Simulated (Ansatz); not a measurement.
**Run report: HfC, geometry relaxation**

System: HfC (slab, 4 atoms in the cell).
Method: DFT, PBEsol, all-electron LAPW, scalar-relativistic, no spin polarisation (Ansatz 0.2.0).

It belongs to a series of runs on one base structure; here: atoms relaxed, LAPW. Figures and captions count atoms from 1; the log counts them from 0 in places.

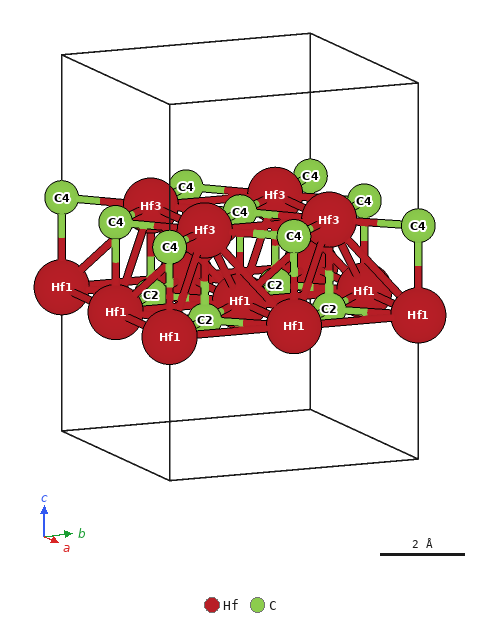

The input geometry (ball-and-stick view of the 2 × 2 repeat of the cell, with the vacuum cut short, seen slightly off an axis; atoms are numbered from 1 in the order of the input).

## Input
```yaml
crystal:
  lattice:
    - [3.2578741457, 0.0, 0.0]
    - [0.0, 3.2578741457, 0.0]
    - [0.0, 0.0, 18.3037]
  atoms:
    - { symbol: Hf, position: [0.0, 0.0, 0.4406036982] }
    - { symbol: C, position: [0.5, 0.5, 0.4392017392] }
    - { symbol: Hf, position: [0.5, 0.5, 0.5593963004] }
    - { symbol: C, position: [0.0, 0.0, 0.5607982622] }
kpoints:
  mp_grid: { grid: [11, 11, 1] }
scf:
  occupations: { method: fermi_dirac, width: 0.08 }
hamiltonian:
  xc: pbesol
  pseudopotentials: { kind: all_electron, lapw: { basis_error: 0.001 } }
output:
  forces: true
  stress: true
  eigenvalues: true
relax:
  f_tol: 0.01
  max_steps: 12
efield:
  axis: 3
  amplitude: 0
  dipole_correction: true
```

Launch command:
```bash
ansatz run input.yaml --threads 1 --pin off --max-ram 3584MiB --backend cpu --events-out ev --progress --plain --runs-dir out
```

## Log
```
The last accepted step is kept in [file] (removed where the run ends without a failure and the disk answers)
LAPW: plane waves up to 9.793 Å⁻¹, error target 1.0e-3 eV per atom; small_component_spin mean_spin; C in spheres of 0.863 Å, 6 of its electrons in bands, Dirac shells []; Hf in spheres of 1.271 Å, 42 of its electrons in bands, Dirac shells [] (how accurate: hamiltonian.pseudopotentials.lapw.basis_error, Limitations)
Engine: ansatz 0.2.0, aarch64-unknown-linux-gnu
Pseudopotentials: kind: all_electron
Pseudopotential: Hf, LAPW, valence charge 42, lapw/all_electron/scalar/gaussian/Hf, Koelling and Harmon's equation, gaussian nucleus
Pseudopotential: C, LAPW, valence charge 6, lapw/all_electron/scalar/gaussian/C, Koelling and Harmon's equation, gaussian nucleus
Functional definition: PBEsol
  exchange = pbesol_x
  correlation = pbesol_c
Crystal: 4 atoms, lattice volume = 194.271 Å³
Basis set: ecut = 365.42168843694077 eV, 3033 PW (Γ), exchange–correlation at level 2
Bands: 58, of which v1, the nominal top of the filled ones, is band 48 counted from 1 (47 counted from 0)
Symmetry: 8 space group operations
k-points: 21 of 121
Non-local potential: Hf, projectors of the file, none
Non-local potential: C, projectors of the file, none
Initial density: superposition of atomic densities (neutral atoms: chi_scale 0, normalization atom)
Initial wavefunctions: plane waves of lowest kinetic energy (no species holds an atomic orbital)
Functional: x = pbesol(κ = 0.804, μ = 0.12345679012345678), c = pbesol(β = 0.046)
iter 1 solved again at ethr=2.21e-2 eV; its pass at ethr=1.00e-1 eV (dr2=2.13e1 eV) is discarded
SCF iter   1: F=—  HF=-822326.884905 eV  |F-HF|=—  |Δ(HF+E_count)|=         —  Δρ=7.42e-2  dr2=2.13e1  ethr=2.21e-2  p=-0.000 e·Å  D=-6.99e-13 V/Å  ΔV_dip=0.00 eV  dr2_dipole=1.42e-16  V_vac-E_F(+/−)=9.57/9.57 eV  ⟨swp⟩=2.0  Hψ=7821  notcnv=0
efield: sawtooth ramp at fractional position 0.9500 (placed from the atoms, in the widest stretch of the axis that holds none; the zero of the levels goes with the place), width 0.1000; the density the first Hamiltonian is built on has a dipole p = -0.000 e·Å; the dipole correction subtracts the counter field D = -5.48e-13 V/Å, which shifts the + side's vacuum level by +0.00 eV against the − side's; the planar-averaged density in the ramp window peaks in size at 1.8e-6 e/Å³
preconditioner: auto → Resta (q_TF=auto, 2.426 Å⁻¹)  ε∞=2.3  [insulator: Δε(μ)=0.586 eV  Ē_g=17.740 eV  σ=0.080 eV  W_gap=0.55  n_scr=50 (ndim 8)  ℏωp=19.9 eV  f_vac=0.670  D(μ)=0.12/eV (n_scr^D=0)  ε∞_Penn≈2.3  vacuum switching on, ρ_ref=2.3e-2 e/Å³]
iter 2 solved again at ethr=1.55e-3 eV; its pass at ethr=2.21e-2 eV (dr2=1.48e0 eV) is discarded
SCF iter   2: F=—  HF=-822321.154787 eV  |F-HF|=—  |Δ(HF+E_count)|=    5.73e0  Δρ=2.64e-2  dr2=1.48e0  ethr=1.55e-3  p=0.000 e·Å  D=2.37e-8 V/Å  ΔV_dip=-0.00 eV  dr2_dipole=9.67e-14  V_vac-E_F(+/−)=4.69/4.69 eV  ⟨swp⟩=2.0  Hψ=6274  notcnv=0
preconditioner: auto → LDOS  [insulator: Δε(μ)=0.204 eV  Ē_g=18.402 eV  σ=0.080 eV  W_gap=0.50  n_scr=50 (ndim 8)  ℏωp=19.9 eV  f_vac=0.683  D(μ)=0.69/eV (n_scr^D=4)  ε∞_Penn≈2.2  β→1.0]
SCF iter   3: F=—  HF=-822320.405003 eV  |F-HF|=—  |Δ(HF+E_count)|=   7.50e-1  Δρ=6.76e-3  dr2=1.05e-1  ethr=1.55e-3  p=-0.000 e·Å  D=-2.21e-7 V/Å  ΔV_dip=0.00 eV  dr2_dipole=3.90e-12  V_vac-E_F(+/−)=3.46/3.46 eV  ⟨swp⟩=3.0  Hψ=3930  notcnv=0
SCF iter   4: F=—  HF=-822320.394636 eV  |F-HF|=—  |Δ(HF+E_count)|=         —  Δρ=2.56e-3  dr2=2.17e-2  ethr=1.09e-4  p=0.000 e·Å  D=2.05e-7 V/Å  ΔV_dip=-0.00 eV  dr2_dipole=1.90e-12  V_vac-E_F(+/−)=3.40/3.40 eV  ⟨swp⟩=3.0  Hψ=3874  notcnv=0
the basis was enlarged: its passes take 622.0 KiB over the memory plan, 1 of 1 planned eigensolver slots
SCF iter   5: F=—  HF=-822320.318124 eV  |F-HF|=—  |Δ(HF+E_count)|=   7.65e-2  Δρ=1.11e-3  dr2=1.35e-3  ethr=2.26e-5  p=-0.000 e·Å  D=-1.59e-6 V/Å  ΔV_dip=0.00 eV  dr2_dipole=2.76e-10  V_vac-E_F(+/−)=3.21/3.21 eV  ⟨swp⟩=3.0  Hψ=3752  notcnv=0
SCF iter   6: F=—  HF=-822320.318662 eV  |F-HF|=—  |Δ(HF+E_count)|=   5.38e-4  Δρ=3.68e-4  dr2=3.25e-4  ethr=1.41e-6  p=0.000 e·Å  D=1.21e-6 V/Å  ΔV_dip=-0.00 eV  dr2_dipole=7.94e-11  V_vac-E_F(+/−)=3.20/3.20 eV  ⟨swp⟩=3.0  Hψ=3645  notcnv=0
SCF iter   7: F=—  HF=-822320.318666 eV  |F-HF|=—  |Δ(HF+E_count)|=   3.74e-6  Δρ=1.11e-4  dr2=2.71e-5  ethr=3.39e-7  p=-0.000 e·Å  D=-2.52e-7 V/Å  ΔV_dip=0.00 eV  dr2_dipole=4.31e-12  V_vac-E_F(+/−)=3.21/3.21 eV  ⟨swp⟩=3.0  Hψ=3684  notcnv=0
iter 8 did not close the SCF: its close was put off until two iterations running show no level that it waits for move by more than its bar (scf_convergence_deferred on its scf_iter line)
SCF iter   8: F=-822320.318685 eV  HF=-822320.318683 eV  |F-HF|=1.31e-6  |Δ(HF+E_count)|=   1.76e-5  Δρ=2.62e-5  dr2=1.16e-6  ethr=2.82e-8  p=0.000 e·Å  D=1.78e-7 V/Å  ΔV_dip=-0.00 eV  dr2_dipole=1.86e-12  V_vac-E_F(+/−)=3.21/3.21 eV  ⟨swp⟩=3.0  Hψ=3687  notcnv=0
SCF iter   9: F=-822320.318685 eV  HF=-822320.318685 eV  |F-HF|=4.60e-8  |Δ(HF+E_count)|=   1.61e-6  Δρ=4.80e-6  dr2=5.67e-8  ethr=1.21e-9  p=-0.000 e·Å  D=-2.90e-7 V/Å  ΔV_dip=0.00 eV  dr2_dipole=4.48e-12  V_vac-E_F(+/−)=3.21/3.21 eV  ⟨swp⟩=3.0  Hψ=3687  notcnv=0
SCF 1 converged in 9 iterations: F = -822320.318685 eV  dr2 = 5.67e-8
relax step   1: F+E_penalty+E_count = -822320.31868491 eV  Δ(F+E_penalty+E_count) = +0.000e0 eV  max|allowed force component| = 6.389e-3 eV/Å  Δτ_max = 0.0000 Å  (9 SCF iters, dr2 threshold 2.50e-6 eV, accepted)
Initial density: handed on by an earlier stage of this run
Initial wavefunctions: those handed on with the density
iter 1 solved again at ethr=5.92e-11 eV; its pass at ethr=1.00e-1 eV (dr2=5.69e-8 eV) is discarded
SCF iter   1: F=—  HF=-822320.318685 eV  |F-HF|=—  |Δ(HF+E_count)|=         —  Δρ=4.72e-6  dr2=5.71e-8  ethr=5.92e-11  p=-0.000 e·Å  D=-2.90e-7 V/Å  ΔV_dip=0.00 eV  dr2_dipole=4.48e-12  V_vac-E_F(+/−)=3.21/3.21 eV  ⟨swp⟩=2.0  Hψ=4968  notcnv=0
efield: sawtooth ramp at fractional position 0.9500 (handed on by an earlier solve), width 0.1000; the density the first Hamiltonian is built on has a dipole p = -0.000 e·Å; the dipole correction subtracts the counter field D = -2.90e-7 V/Å, which shifts the + side's vacuum level by +0.00 eV against the − side's; the planar-averaged density in the ramp window peaks in size at 2.4e-7 e/Å³
preconditioner: auto → LDOS  [metal: Δε(μ)=0.114 eV  Ē_g=17.485 eV  σ=0.080 eV  W_gap=0.33  n_scr=50 (ndim 8)  ℏωp=19.9 eV  f_vac=0.698  D(μ)=0.66/eV (n_scr^D=4)  β→1.0]
SCF iter   2: F=-822320.318685 eV  HF=-822320.318685 eV  |F-HF|=2.46e-8  |Δ(HF+E_count)|=   1.25e-7  Δρ=2.22e-6  dr2=2.87e-8  ethr=5.92e-11  p=0.000 e·Å  D=4.68e-7 V/Å  ΔV_dip=-0.00 eV  dr2_dipole=1.36e-11  V_vac-E_F(+/−)=3.21/3.21 eV  ⟨swp⟩=3.0  Hψ=3685  notcnv=0
SCF 2 converged in 2 iterations: F = -822320.318685 eV  dr2 = 2.87e-8
relax step   2: F+E_penalty+E_count = -822320.31868491 eV  Δ(F+E_penalty+E_count) = -3.143e-9 eV  max|allowed force component| = 6.912e-3 eV/Å  Δτ_max = 0.0000 Å  (2 SCF iters, accepted)
```

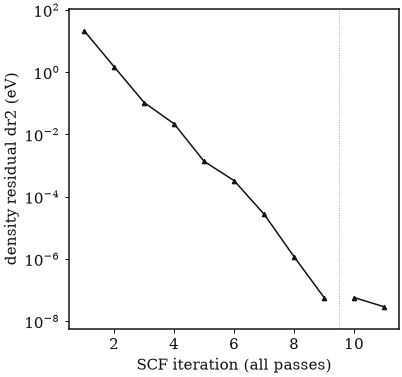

Convergence of the self-consistent field: density residual dr2 against the SCF iteration. The dotted lines part the SCF passes of the relaxation: geometry steps, rejected trials and re-solves on a re-selected basis. The passes take 9 and 2 iterations.

```
SCF converged after 2 iterations
Free energy (F): -822320.318685 eV
Harris-Foulkes:  -822320.318685 eV  (|F-HF|=2.46e-8)
Internal energy: -822320.304996 eV  (E = F + TS)
E sigma→0 (E₀):  -822320.311841 eV
Entropy (-TS):   -0.013689 eV (-3.422 meV/atom)
Fermi energy:    2.993778 eV
Dipole field:    D = 0.000000 V/Å  (p = 0.000001 e·Å, saw-weighted, corrected)
Work function:   Φ+ = 3.2086 eV   Φ− = 3.2086 eV
Levels:          The Fermi level and band energies are counted from a zero that moves with the ramp; work functions are not
--- Per-component energies (eV) ---
  E_band       = -10252.953228
  E_kinetic    = 914655.278755
  E_xc         = -16865.812435
  E_efield     = 0.000000  (sawtooth field / dipole correction)
  E_electrostatic = -1720109.771316  (all electrons and nuclei)
  E_smearing   = -0.013689  (= −TS)
  E_closure    = 0.000000  (closes the sum)
  E_atoms      = -822284.010476  (free atoms, spherical and without spin; not in F)
  Σ components = -822320.318685   (vs F -822320.318685, Δ=0.00e0)
  Basis errors (estimates in eV, not in F): energy 4.9e-4 per atom: plane waves 4.5e-4 (2.8e-4 summed), levels above the bands 2.9e-28, relativity 2.3e-8, radial functions 3.9e-5, core shells 1.0e-6; eigenvalues (radial functions only) 6.3e-7; not estimated: angular momenta, meshes, grids; target (lapw.basis_error) 1.0e-3; muffin-tin radii C 0.863 Å, Hf 1.271 Å
--- Forces (eV/Å), atoms counted from 1 ---
  atom   1  Hf    -0.00000000     0.00000000     0.00179148
  atom   2  C      0.00000000     0.00000000    -0.00690325
  atom   3  Hf    -0.00000000     0.00000000    -0.00180185
  atom   4  C     -0.00000000     0.00000000     0.00691128
  max |Σ_I F_I| component: 2.34e-6 eV/Å
--- Stress (GPa, compression-positive) ---
       -2.984420       0.000000      -0.000000
        0.000000      -2.984420       0.000000
       -0.000000       0.000000       0.009939
  P = ⅓ Tr σ = -1.9863 GPa (-19.863 kbar)
--- Band table (eV; the first three rows and the last of 21) ---
  k-point 0: bands = ["-369.7313", "-369.7313", "-369.6535", "-369.6535", "-369.6535", "-369.6535", "-260.2366", "-260.2366", "-197.7936", "-197.7936", "-197.7909", "-197.7909", "-197.7909", "-197.7909", "-197.7273", "-197.7273", "-197.7106", "-197.7106", "-58.5399", "-58.4956", "-27.6749", "-27.2844", "-27.0981", "-27.0981", "-26.9186", "-26.9186", "-8.7026", "-8.5739", "-8.5095", "-8.5095", "-8.5079", "-8.4919", "-8.4919", "-8.4743", "-8.4683", "-8.4340", "-8.4098", "-8.4098", "-8.4077", "-8.3992", "-8.3992", "-7.3854", "0.4056", "0.5937", "1.3593", "2.7100", "2.7100", "3.3168", "3.5545", "3.5545", "3.7004", "5.7062", "5.8137", "5.8137", "6.1797", "6.4511", "7.5868", "7.6052"]
  k-point 1: bands = ["-369.7313", "-369.7313", "-369.6535", "-369.6535", "-369.6535", "-369.6535", "-260.2366", "-260.2366", "-197.7936", "-197.7936", "-197.7909", "-197.7909", "-197.7909", "-197.7909", "-197.7273", "-197.7273", "-197.7106", "-197.7106", "-58.5378", "-58.4953", "-27.6690", "-27.3080", "-27.1072", "-27.0905", "-26.9497", "-26.9181", "-8.6523", "-8.5752", "-8.5084", "-8.5066", "-8.5062", "-8.4962", "-8.4921", "-8.4736", "-8.4679", "-8.4351", "-8.4141", "-8.4067", "-8.4064", "-8.3970", "-8.3163", "-7.2553", "0.2812", "0.5400", "1.0960", "2.3962", "2.4764", "2.9643", "3.0781", "3.7777", "4.2243", "5.4700", "5.7357", "5.9971", "6.2999", "7.1594", "7.7038", "7.7564"]
  k-point 2: bands = ["-369.7313", "-369.7313", "-369.6535", "-369.6535", "-369.6535", "-369.6535", "-260.2366", "-260.2366", "-197.7936", "-197.7936", "-197.7909", "-197.7909", "-197.7909", "-197.7909", "-197.7273", "-197.7273", "-197.7106", "-197.7106", "-58.5320", "-58.4947", "-27.6546", "-27.3750", "-27.1282", "-27.0693", "-27.0297", "-26.9178", "-8.6046", "-8.5791", "-8.5061", "-8.5036", "-8.5019", "-8.5002", "-8.4927", "-8.4713", "-8.4670", "-8.4380", "-8.4239", "-8.4159", "-8.3972", "-8.3906", "-7.9658", "-6.8946", "-0.3081", "0.3480", "0.8705", "1.3940", "1.6973", "1.9687", "3.8837", "4.0372", "5.0428", "5.1331", "5.7885", "6.3610", "6.6476", "8.0208", "8.0282", "8.1172"]
  k-point 20: bands = ["-369.7313", "-369.7313", "-369.6535", "-369.6535", "-369.6535", "-369.6535", "-260.2366", "-260.2366", "-197.7936", "-197.7936", "-197.7909", "-197.7909", "-197.7909", "-197.7909", "-197.7273", "-197.7273", "-197.7106", "-197.7106", "-58.4887", "-58.4878", "-27.4834", "-27.4608", "-27.4137", "-27.3890", "-27.1878", "-27.1847", "-8.5379", "-8.5363", "-8.5243", "-8.5205", "-8.5103", "-8.5077", "-8.4770", "-8.4761", "-8.4580", "-8.4572", "-8.3947", "-8.3919", "-8.3873", "-8.3845", "-6.8743", "-6.8539", "-0.0250", "0.1597", "1.3701", "1.7481", "1.8168", "1.9845", "3.0787", "3.1942", "7.2197", "7.2253", "7.6644", "7.7882", "9.4841", "9.5528", "9.9673", "10.2606"]
--- Relaxed structure (2 steps of the walk, 2 accepted, 0 SCFs on fresh bases) ---
  F+E_penalty+E_count = -822320.31868491 eV   max|allowed force component| = 6.912e-3 eV/Å
  atoms:
    - { symbol: Hf, position: [0.0, 0.0, 0.4406036982] }
    - { symbol: C, position: [0.5000000000000001, 0.5000000000000001, 0.4392017392] }
    - { symbol: Hf, position: [0.5000000000000001, 0.5000000000000001, 0.5593963004] }
    - { symbol: C, position: [0.0, 0.0, 0.5607982622] }
```

## Trajectory as extended XYZ (Å, eV, eV/Å), 2 frames, from step=1 to step=2
```
4
Lattice="3.2579 0.0000 0.0000 0.0000 3.2579 0.0000 0.0000 0.0000 18.3037" Properties=species:S:1:pos:R:3:forces:R:3 step=1 energy=-822320.31868
Hf    0.0000    0.0000    8.0647    0.0000   0.0000   0.0023
C     1.6289    1.6289    8.0390    0.0000   0.0000  -0.0064
Hf    1.6289    1.6289   10.2390    0.0000   0.0000  -0.0023
C     0.0000    0.0000   10.2647    0.0000   0.0000   0.0064
4
Lattice="3.2579 0.0000 0.0000 0.0000 3.2579 0.0000 0.0000 0.0000 18.3037" Properties=species:S:1:pos:R:3:forces:R:3 step=2 energy=-822320.31868
Hf    0.0000    0.0000    8.0647    0.0000   0.0000   0.0018
C     1.6289    1.6289    8.0390    0.0000   0.0000  -0.0069
Hf    1.6289    1.6289   10.2390    0.0000   0.0000  -0.0018
C     0.0000    0.0000   10.2647    0.0000   0.0000   0.0069
```

## Results in brief

| quantity | value |
| --- | --- |
| outcome | converged |
| electrons in bands (core shells apart) | 96 |
| free energy | −822320.3187 eV |
| Fermi energy | 2.994 eV |
| final volume | 194.27 Å³ |
| largest force (length of the vector) at the end | 0.007 eV/Å |
| hardware | 1 thread of Arm Neoverse V2, 24 GiB of memory available, shared host |
| wall time | 3.5 min |
| peak memory | 0.71 GiB |

Spin–orbit coupling is left out, which matters for Hf.
